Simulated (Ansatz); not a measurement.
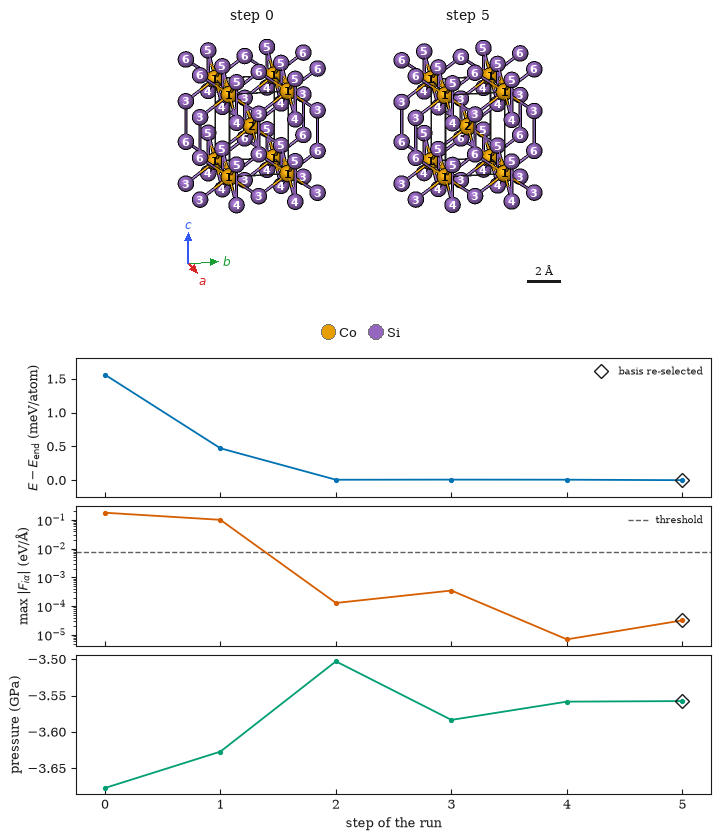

First and last geometry of a relaxation of crystalline CoSi$_{2}$ (set up in Immm), with the history of the run. A ball-and-stick model of the cell of the calculation, seen slightly off an axis.

Case: uniaxial strain along a of +4.5 %; b, c and atoms relaxed.

Computed with Ansatz 0.2.0, DFT PBEsol, scalar-relativistic, plane waves, PAW. Settings: plane-wave cutoff 420 eV; k-point mesh 10 × 10 × 8; occupations gaussian; smearing width 0.1 eV; no spin polarisation; cell relaxed at fixed a, angles; force threshold 0.008 eV/Å; at most 40 steps.

### Read the history and describe the run.

It converged. Over 4 accepted moves (5 points after the start) the energy falls by 1.6 meV per atom. The largest force component goes from 0.18 to under 0.0001 eV/Å. The pressure goes from −3.68 to −3.56 GPa. At 1 point the geometry stayed and the basis and grid were re-selected for the new cell (energy shift of less than 0.05 meV per atom at most each time). The largest moves relative to the cell, 0.007 Å, are those of Si3, Si4, Si5 and Si6. Si3 goes along −c. Co stays in place. The volume changes by −0.1 %, with a unchanged at 3.926 Å, b 3.714 → 3.745 Å (+0.8 %), c 5.253 → 5.204 Å (−0.9 %). Some distances before and after: Si3–Si6 2.583 → 2.546 Å, Co1–Si4 2.350 → 2.339 Å, Co1–Si3 2.287 → 2.297 Å. The space group stays Immm (No. 71). The run took of the order of 60 core-seconds on a shared host.
